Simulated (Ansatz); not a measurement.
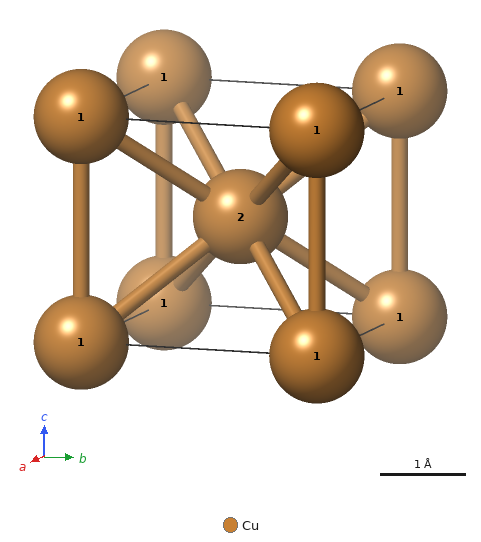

Figure 1. The input geometry (ball-and-stick view of the cell of the calculation, seen slightly off an axis; atoms are numbered from 1 in the order of the input). An atom can appear more than once, as a periodic image.

**Geometry relaxation, with input and output: Cu (part 1 of 2)**

System: Cu (I4/mmm, 2 atoms in the cell).
Method: DFT r2SCAN, scalar-relativistic, plane waves, PAW, no spin polarisation (Ansatz 0.2.0).

The structure derives from a Materials Project entry. It belongs to a series of runs on one base structure; here: biaxial strain in the a-b plane, c and atoms relaxed: +2.0 %. Figures and captions count atoms from 1; the log counts them from 0 in places.

**Log**
```
Engine: ansatz 0.2.0, x86_64-unknown-linux-gnu
Pseudopotentials: kind: paw
Pseudopotential: Cu, paw, valence charge 19, recommended cutoff 500 eV (meta_gga), Cu.paw.azcp
Functional definition: r2SCAN
  parameter k0 = 0.174
  parameter k1 = 0.065
  parameter a1 = 4.9479
  exchange = r2scan_x(k0 = k0, k1 = k1, a1 = a1)
  correlation = r2scan_c
Crystal: 2 atoms, lattice volume = 23.599 Å³
Basis set: ecut = 500 eV, 585 PW (Γ), exchange–correlation on 96×96×80 points (64 copies of the dense FFT grid, shifted against one another)
Bands: 23, of which v1, the nominal top of the filled ones, is band 19 counted from 1 (18 counted from 0)
Symmetry: 32 space group operations
Space group: I4/mmm (ITA 139), of the structure as read, at distance tolerance 2.9e-5 Å
k-points: 550 of 5832
Non-local potential: Cu, projectors of the file, l = 0: 3, l = 1: 2, l = 2: 3, l = 3: 1
PAW form: soft (Blöchl's): semilocal exchange-correlation on the pseudo side does not see the compensation charge
PAW frozen core: Cu, regenerated for the run's functional (the file was generated under x = pbe(κ = 0.804, μ = 0.2195149727645171), c = pbe(β = 0.06672455060314922))
PAW one-centre angular grid: Cu, 590 points (default); XC on 160 Gauss nodes
Initial density: superposition of atomic densities (neutral atoms: chi_scale 0, normalization atom), corrected by the library's trained network
Initial wavefunctions: pseudopotential atomic-orbital guess
Functional: x = r2scan, c = r2scan; τ floored in thin density (d = 2e-4 eV/Å³)
SCF iter   1: F=—  HF=-13262.434893 eV  |F-HF|=—  |Δ(HF+E_count)|=         —  Δρ=4.00e-2  dr2=2.07e-1  dr2_τ=1.63e-3  ethr=1.77e-3  ⟨swp⟩=5.0  Hψ=46408  notcnv=0
preconditioner: auto → none  [metal: Δε(μ)=0.014 eV  Ē_g=11.315 eV  σ=0.100 eV  W_gap=0.08  n_scr=6 (ndim 8)  ℏωp=35.9 eV  f_vac=0.000  D(μ)=0.68/eV (n_scr^D=4)  sad-step TF]
SCF iter   2: F=—  HF=-13262.412367 eV  |F-HF|=—  |Δ(HF+E_count)|=   2.25e-2  Δρ=1.15e-2  dr2=1.11e-2  dr2_τ=2.38e-3  ethr=5.44e-4  ⟨swp⟩=2.1  Hψ=24787  notcnv=0  defer=84
SCF iter   3: F=—  HF=-13262.398750 eV  |F-HF|=—  |Δ(HF+E_count)|=   1.36e-2  Δρ=6.21e-3  dr2=6.07e-3  dr2_τ=4.94e-5  ethr=2.92e-5  ⟨swp⟩=2.0  Hψ=25128  notcnv=0  defer=84
SCF iter   4: F=—  HF=-13262.396918 eV  |F-HF|=—  |Δ(HF+E_count)|=   1.83e-3  Δρ=7.86e-4  dr2=4.01e-5  dr2_τ=3.68e-6  ethr=1.60e-5  ⟨swp⟩=2.1  Hψ=17871  notcnv=0  defer=84
SCF iter   5: F=—  HF=-13262.397023 eV  |F-HF|=—  |Δ(HF+E_count)|=   1.05e-4  Δρ=1.80e-4  dr2=1.74e-6  dr2_τ=1.00e-7  ethr=1.06e-7  ⟨swp⟩=2.0  Hψ=23372  notcnv=0  defer=84
SCF iter   6: F=—  HF=-13262.397032 eV  |F-HF|=—  |Δ(HF+E_count)|=   8.67e-6  Δρ=4.10e-5  dr2=1.45e-7  dr2_τ=4.07e-9  ethr=2.63e-10  ⟨swp⟩=6.9  Hψ=61402  notcnv=0
SCF iter   7: F=-13262.397032 eV  HF=-13262.397032 eV  |F-HF|=2.21e-9  |Δ(HF+E_count)|=   9.59e-8  Δρ=3.90e-6  dr2=2.44e-9  dr2_τ=2.24e-11  ethr=2.63e-10  ⟨swp⟩=5.1  Hψ=51392  notcnv=0
SCF 1 converged in 7 iterations: F = -13262.397032 eV  dr2 = 2.44e-9
  greatest PAW one-centre occupation: 1.000 electrons in one spin orbital (limit 2), on the Cu atom at site 1 (counted from 0), in its partial waves of l = 0
relax step   1: F+E_penalty+E_count = -13262.39703183 eV  Δ(F+E_penalty+E_count) = +0.000e0 eV  max|allowed force component| = 3.550e-29 eV/Å  Δτ_max = 0.0000 Å  P = -4.021 GPa  Ω = 23.599 Å³  fix = [a, b, gamma]  reactions: a -4.122, b -4.122 GPa  (7 SCF iters, dr2 threshold 1.00e-7 eV, accepted)
Crystal: 2 atoms, lattice volume = 23.417 Å³
Initial density: handed on by an earlier stage of this run
Initial wavefunctions: those handed on with the density
iter 1 solved again at ethr=5.58e-6 eV; its pass at ethr=3.10e-3 eV (dr2=2.12e-3 eV) is discarded
SCF iter   1: F=—  HF=-13262.397749 eV  |F-HF|=—  |Δ(HF+E_count)|=         —  Δρ=3.81e-3  dr2=2.05e-3  dr2_τ=2.31e-3  ethr=5.58e-6  ⟨swp⟩=1.5  Hψ=59990  notcnv=0
preconditioner: auto → none  [metal: Δε(μ)=0.003 eV  Ē_g=11.181 eV  σ=0.100 eV  W_gap=0.02  n_scr=6 (ndim 8)  ℏωp=36.0 eV  f_vac=0.000  D(μ)=0.67/eV (n_scr^D=4)]
SCF iter   2: F=—  HF=-13262.401684 eV  |F-HF|=—  |Δ(HF+E_count)|=   3.93e-3  Δρ=5.24e-3  dr2=3.38e-3  dr2_τ=2.31e-5  ethr=5.40e-6  ⟨swp⟩=2.0  Hψ=22705  notcnv=0
SCF iter   3: F=—  HF=-13262.400831 eV  |F-HF|=—  |Δ(HF+E_count)|=   8.52e-4  Δρ=1.67e-3  dr2=3.11e-4  dr2_τ=4.00e-6  ethr=5.40e-6  ⟨swp⟩=2.0  Hψ=17642  notcnv=0
SCF iter   4: F=—  HF=-13262.400754 eV  |F-HF|=—  |Δ(HF+E_count)|=   7.73e-5  Δρ=1.05e-4  dr2=7.84e-7  dr2_τ=4.75e-8  ethr=8.20e-7  ⟨swp⟩=2.0  Hψ=18309  notcnv=0
SCF iter   5: F=—  HF=-13262.400766 eV  |F-HF|=—  |Δ(HF+E_count)|=   1.19e-5  Δρ=1.06e-4  dr2=1.25e-6  dr2_τ=6.50e-9  ethr=5.26e-10  ⟨swp⟩=5.4  Hψ=56696  notcnv=0
SCF iter   6: F=—  HF=-13262.400766 eV  |F-HF|=—  |Δ(HF+E_count)|=   3.14e-7  Δρ=5.78e-5  dr2=4.22e-7  dr2_τ=1.33e-9  ethr=2.06e-9  ⟨swp⟩=2.3  Hψ=17753  notcnv=0
SCF iter   7: F=-13262.400766 eV  HF=-13262.400766 eV  |F-HF|=1.14e-7  |Δ(HF+E_count)|=   4.60e-8  Δρ=3.36e-5  dr2=1.44e-7  dr2_τ=4.13e-10  ethr=5.26e-10  ⟨swp⟩=3.7  Hψ=37245  notcnv=0
SCF 2 converged in 7 iterations: F = -13262.400766 eV  dr2 = 1.44e-7
relax step   2: F+E_penalty+E_count = -13262.40076619 eV  Δ(F+E_penalty+E_count) = -3.734e-3 eV  max|allowed force component| = 2.998e-29 eV/Å  Δτ_max = 0.0000 Å  P = -2.869 GPa  Ω = 23.417 Å³  energy of the carried Pulay correction = +9.859e-5 eV  fix = [a, b, gamma]  reactions: a -3.037, b -3.037 GPa  (7 SCF iters, dr2 threshold 2.00e-7 eV, accepted)
Crystal: 2 atoms, lattice volume = 23.056 Å³
Basis set: ecut = 500 eV, 577 PW (Γ), exchange–correlation on 96×96×80 points (64 copies of the dense FFT grid, shifted against one another)
iter 1 solved again at ethr=2.04e-5 eV; its pass at ethr=3.10e-3 eV (dr2=7.75e-3 eV) is discarded
SCF iter   1: F=—  HF=-13262.391415 eV  |F-HF|=—  |Δ(HF+E_count)|=         —  Δρ=7.48e-3  dr2=7.77e-3  dr2_τ=9.20e-3  ethr=2.04e-5  ⟨swp⟩=1.1  Hψ=61085  notcnv=0
preconditioner: auto → none  [metal: Δε(μ)=0.009 eV  Ē_g=11.312 eV  σ=0.100 eV  W_gap=0.05  n_scr=6 (ndim 8)  ℏωp=36.3 eV  f_vac=0.000  D(μ)=0.61/eV (n_scr^D=4)]
SCF iter   2: F=—  HF=-13262.406839 eV  |F-HF|=—  |Δ(HF+E_count)|=   1.54e-2  Δρ=1.02e-2  dr2=1.24e-2  dr2_τ=8.82e-5  ethr=2.04e-5  ⟨swp⟩=2.0  Hψ=24857  notcnv=0
SCF iter   3: F=—  HF=-13262.403679 eV  |F-HF|=—  |Δ(HF+E_count)|=   3.16e-3  Δρ=3.16e-3  dr2=1.09e-3  dr2_τ=1.36e-5  ethr=2.04e-5  ⟨swp⟩=2.2  Hψ=19489  notcnv=0
SCF iter   4: F=—  HF=-13262.403404 eV  |F-HF|=—  |Δ(HF+E_count)|=   2.75e-4  Δρ=1.96e-4  dr2=2.64e-6  dr2_τ=1.61e-7  ethr=2.87e-6  ⟨swp⟩=2.0  Hψ=18618  notcnv=0
SCF iter   5: F=—  HF=-13262.403409 eV  |F-HF|=—  |Δ(HF+E_count)|=   5.27e-6  Δρ=2.04e-4  dr2=4.59e-6  dr2_τ=2.25e-8  ethr=5.26e-10  ⟨swp⟩=6.6  Hψ=63986  notcnv=0
SCF iter   6: F=—  HF=-13262.403411 eV  |F-HF|=—  |Δ(HF+E_count)|=   1.24e-6  Δρ=1.23e-4  dr2=1.86e-6  dr2_τ=6.47e-9  ethr=6.95e-9  ⟨swp⟩=2.4  Hψ=17880  notcnv=0
SCF iter   7: F=—  HF=-13262.403410 eV  |F-HF|=—  |Δ(HF+E_count)|=   2.06e-7  Δρ=7.40e-5  dr2=6.77e-7  dr2_τ=2.18e-9  ethr=4.90e-9  ⟨swp⟩=1.0  Hψ=12650  notcnv=0
SCF iter   8: F=-13262.403410 eV  HF=-13262.403410 eV  |F-HF|=6.57e-9  |Δ(HF+E_count)|=   9.69e-8  Δρ=9.20e-6  dr2=1.06e-8  dr2_τ=7.90e-11  ethr=5.26e-10  ⟨swp⟩=3.0  Hψ=49975  notcnv=0
SCF 3 converged in 8 iterations: F = -13262.403410 eV  dr2 = 1.06e-8
relax step   3: F+E_penalty+E_count = -13262.40341021 eV  Δ(F+E_penalty+E_count) = -2.644e-3 eV  max|allowed force component| = 8.579e-30 eV/Å  Δτ_max = 0.0000 Å  P = -0.403 GPa  Ω = 23.056 Å³  energy of the carried Pulay correction = +2.955e-4 eV  fix = [a, b, gamma]  reactions: a -0.862, b -0.862 GPa  (8 SCF iters, dr2 threshold 2.00e-7 eV, accepted)
Crystal: 2 atoms, lattice volume = 23.111 Å³
iter 1 solved again at ethr=5.29e-7 eV; its pass at ethr=3.10e-3 eV (dr2=2.01e-4 eV) is discarded
SCF iter   1: F=—  HF=-13262.403190 eV  |F-HF|=—  |Δ(HF+E_count)|=         —  Δρ=1.19e-3  dr2=1.97e-4  dr2_τ=2.20e-4  ethr=5.29e-7  ⟨swp⟩=2.0  Hψ=59032  notcnv=0
preconditioner: auto → none  [metal: Δε(μ)=0.012 eV  Ē_g=11.325 eV  σ=0.100 eV  W_gap=0.07  n_scr=6 (ndim 8)  ℏωp=36.2 eV  f_vac=0.000  D(μ)=0.62/eV (n_scr^D=4)]
SCF iter   2: F=—  HF=-13262.403554 eV  |F-HF|=—  |Δ(HF+E_count)|=   3.64e-4  Δρ=1.63e-3  dr2=3.21e-4  dr2_τ=2.25e-6  ethr=5.19e-7  ⟨swp⟩=2.0  Hψ=22597  notcnv=0
SCF iter   3: F=—  HF=-13262.403473 eV  |F-HF|=—  |Δ(HF+E_count)|=   8.06e-5  Δρ=5.16e-4  dr2=2.94e-5  dr2_τ=3.70e-7  ethr=5.19e-7  ⟨swp⟩=2.0  Hψ=17650  notcnv=0
SCF iter   4: F=-13262.403466 eV  HF=-13262.403466 eV  |F-HF|=2.02e-7  |Δ(HF+E_count)|=   7.46e-6  Δρ=3.01e-5  dr2=6.02e-8  dr2_τ=3.90e-9  ethr=5.26e-10  ⟨swp⟩=4.5  Hψ=62031  notcnv=0
SCF 4 converged in 4 iterations: F = -13262.403466 eV  dr2 = 6.02e-8
relax step   4: F+E_penalty+E_count = -13262.40346588 eV  Δ(F+E_penalty+E_count) = -5.567e-5 eV  max|allowed force component| = 8.283e-30 eV/Å  Δτ_max = 0.0000 Å  P = -0.797 GPa  Ω = 23.111 Å³  energy of the carried Pulay correction = +2.652e-4 eV  fix = [a, b, gamma]  reactions: a -1.190, b -1.190 GPa  (4 SCF iters, dr2 threshold 2.00e-7 eV, accepted)
Initial wavefunctions: pseudopotential atomic-orbital guess (no wavefunctions were taken with the density)
iter 1 solved again at ethr=6.47e-10 eV; its pass at ethr=3.10e-3 eV (dr2=2.46e-7 eV) is discarded
SCF iter   1: F=—  HF=-13262.403243 eV  |F-HF|=—  |Δ(HF+E_count)|=         —  Δρ=6.20e-5  dr2=2.42e-7  dr2_τ=2.99e-7  ethr=6.47e-10  ⟨swp⟩=4.2  Hψ=91096  notcnv=0
preconditioner: auto → none  [metal: Δε(μ)=0.012 eV  Ē_g=11.320 eV  σ=0.100 eV  W_gap=0.07  n_scr=6 (ndim 8)  ℏωp=36.2 eV  f_vac=0.000  D(μ)=0.62/eV (n_scr^D=4)]
SCF iter   2: F=—  HF=-13262.403244 eV  |F-HF|=—  |Δ(HF+E_count)|=   5.98e-7  Δρ=6.00e-5  dr2=3.48e-7  dr2_τ=2.41e-8  ethr=6.36e-10  ⟨swp⟩=2.3  Hψ=21641  notcnv=0
SCF iter   3: F=—  HF=-13262.403245 eV  |F-HF|=—  |Δ(HF+E_count)|=   7.13e-7  Δρ=1.16e-4  dr2=1.71e-6  dr2_τ=1.21e-8  ethr=6.36e-10  ⟨swp⟩=2.0  Hψ=23153  notcnv=0  recentre
SCF iter   4: F=—  HF=-13262.403244 eV  |F-HF|=—  |Δ(HF+E_count)|=   4.98e-7  Δρ=1.45e-6  dr2=2.46e-10  dr2_τ=6.50e-11  ethr=6.36e-10  ⟨swp⟩=2.0  Hψ=23133  notcnv=0
SCF iter   5: F=—  HF=-13262.403244 eV  |F-HF|=—  |Δ(HF+E_count)|=  2.33e-10  Δρ=5.21e-7  dr2=2.33e-11  dr2_τ=4.10e-12  ethr=1.00e-12  ⟨swp⟩=2.1  Hψ=22454  notcnv=0
SCF iter   6: F=-13262.403244 eV  HF=-13262.403244 eV  |F-HF|=1.82e-12  |Δ(HF+E_count)|=  4.18e-11  Δρ=7.93e-8  dr2=5.80e-13  dr2_τ=8.03e-14  ethr=1.00e-12  ⟨swp⟩=4.0  Hψ=57134  notcnv=0
SCF 5 converged in 6 iterations: F = -13262.403244 eV  dr2 = 5.80e-13
relax step   5: F+E_penalty+E_count = -13262.40324403 eV  Δ(F+E_penalty+E_count) = +2.219e-4 eV  max|allowed force component| = 1.095e-29 eV/Å  Δτ_max = 0.0000 Å  P = -0.815 GPa  Ω = 23.111 Å³  fix = [a, b, gamma]  reactions: a -1.202, b -1.202 GPa  stress off target by 4.07e-2 GPa on what of the cell is left free  SCF on the basis re-selected at this cell (its energy is not comparable with the rows above)  (6 SCF iters)
basis re-selected at this cell: Δ(F+E_penalty+E_count) = +2.219e-4 eV, ΔP = -0.018 GPa vs the last step (what re-selecting the basis moved, of the pressure what is left beyond the Pulay correction that the steps carried, after the strain that the cell walked since its last selection, with what the two solves' SCF thresholds leave and, on support functions, any second-order correction that the steps lacked; it is no measure of the basis error at this ecutwfc). This SCF's stress stands 4.07e-2 GPa from its target on what of the cell is left free (relax.cell.stress_tol is 1.50e-2 GPa) and its largest allowed force component is 1.09e-29 eV/Å (relax.f_tol is 8.00e-3 eV/Å): not within both, so this SCF does not close the relaxation
Crystal: 2 atoms, lattice volume = 23.106 Å³
iter 1 solved again at ethr=3.06e-9 eV; its pass at ethr=3.10e-3 eV (dr2=1.16e-6 eV) is discarded
SCF iter   1: F=—  HF=-13262.403245 eV  |F-HF|=—  |Δ(HF+E_count)|=         —  Δρ=9.04e-5  dr2=1.14e-6  dr2_τ=1.30e-6  ethr=3.06e-9  ⟨swp⟩=2.1  Hψ=57865  notcnv=0
preconditioner: auto → none  [metal: Δε(μ)=0.012 eV  Ē_g=11.321 eV  σ=0.100 eV  W_gap=0.07  n_scr=6 (ndim 8)  ℏωp=36.2 eV  f_vac=0.000  D(μ)=0.62/eV (n_scr^D=4)]
SCF iter   2: F=—  HF=-13262.403247 eV  |F-HF|=—  |Δ(HF+E_count)|=   2.15e-6  Δρ=1.24e-4  dr2=1.87e-6  dr2_τ=1.31e-8  ethr=3.01e-9  ⟨swp⟩=2.0  Hψ=22727  notcnv=0
SCF iter   3: F=—  HF=-13262.403247 eV  |F-HF|=—  |Δ(HF+E_count)|=   5.12e-7  Δρ=1.21e-5  dr2=1.19e-8  dr2_τ=1.38e-10  ethr=3.01e-9  ⟨swp⟩=2.0  Hψ=18317  notcnv=0
SCF iter   4: F=-13262.403247 eV  HF=-13262.403247 eV  |F-HF|=2.09e-10  |Δ(HF+E_count)|=  6.91e-11  Δρ=2.91e-6  dr2=1.27e-9  dr2_τ=2.71e-11  ethr=1.09e-11  ⟨swp⟩=4.2  Hψ=46137  notcnv=0
SCF 6 converged in 4 iterations: F = -13262.403247 eV  dr2 = 1.27e-9
relax step   6: F+E_penalty+E_count = -13262.40324683 eV  Δ(F+E_penalty+E_count) = -2.802e-6 eV  max|allowed force component| = 6.705e-30 eV/Å  Δτ_max = 0.0000 Å  P = -0.785 GPa  Ω = 23.106 Å³  energy of the carried Pulay correction = +2.254e-6 eV  fix = [a, b, gamma]  reactions: a -1.177, b -1.177 GPa  (4 SCF iters, dr2 threshold 4.13e-9 eV, accepted)
iter 1 solved again at ethr=3.78e-10 eV; its pass at ethr=3.10e-3 eV (dr2=1.44e-7 eV) is discarded
SCF iter   1: F=—  HF=-13262.403244 eV  |F-HF|=—  |Δ(HF+E_count)|=         —  Δρ=3.11e-6  dr2=1.39e-9  dr2_τ=4.98e-11  ethr=3.78e-10  ⟨swp⟩=4.1  Hψ=91455  notcnv=0
SCF iter   2: F=—  HF=-13262.403244 eV  |F-HF|=—  |Δ(HF+E_count)|=  9.22e-10  Δρ=3.69e-6  dr2=1.29e-9  dr2_τ=1.72e-11  ethr=3.67e-12  ⟨swp⟩=2.0  Hψ=22424  notcnv=0
SCF iter   3: F=—  HF=-13262.403244 eV  |F-HF|=—  |Δ(HF+E_count)|=  7.28e-12  Δρ=9.49e-7  dr2=1.11e-10  dr2_τ=2.38e-12  ethr=3.39e-12  ⟨swp⟩=2.0  Hψ=18404  notcnv=0
SCF iter   4: F=—  HF=-13262.403244 eV  |F-HF|=—  |Δ(HF+E_count)|=  2.69e-10  Δρ=9.12e-7  dr2=9.38e-11  dr2_τ=8.78e-13  ethr=1.00e-12  ⟨swp⟩=2.0  Hψ=18666  notcnv=0
SCF iter   5: F=—  HF=-13262.403244 eV  |F-HF|=—  |Δ(HF+E_count)|=    0.00e0  Δρ=2.94e-7  dr2=9.41e-12  dr2_τ=1.58e-13  ethr=1.00e-12  ⟨swp⟩=1.0  Hψ=12650  notcnv=0
SCF iter   6: F=-13262.403244 eV  HF=-13262.403244 eV  |F-HF|=1.82e-12  |Δ(HF+E_count)|=    0.00e0  Δρ=6.47e-8  dr2=4.94e-13  dr2_τ=7.28e-15  ethr=1.00e-12  ⟨swp⟩=3.9  Hψ=52334  notcnv=0
SCF 7 converged in 6 iterations: F = -13262.403244 eV  dr2 = 4.94e-13
relax step   7: F+E_penalty+E_count = -13262.40324406 eV  Δ(F+E_penalty+E_count) = +2.766e-6 eV  max|allowed force component| = 1.277e-29 eV/Å  Δτ_max = 0.0000 Å  P = -0.785 GPa  Ω = 23.106 Å³  fix = [a, b, gamma]  reactions: a -1.177, b -1.177 GPa  stress off target by 1.04e-3 GPa on what of the cell is left free  SCF on the basis re-selected at this cell (its energy is not comparable with the rows above)  (6 SCF iters)
```
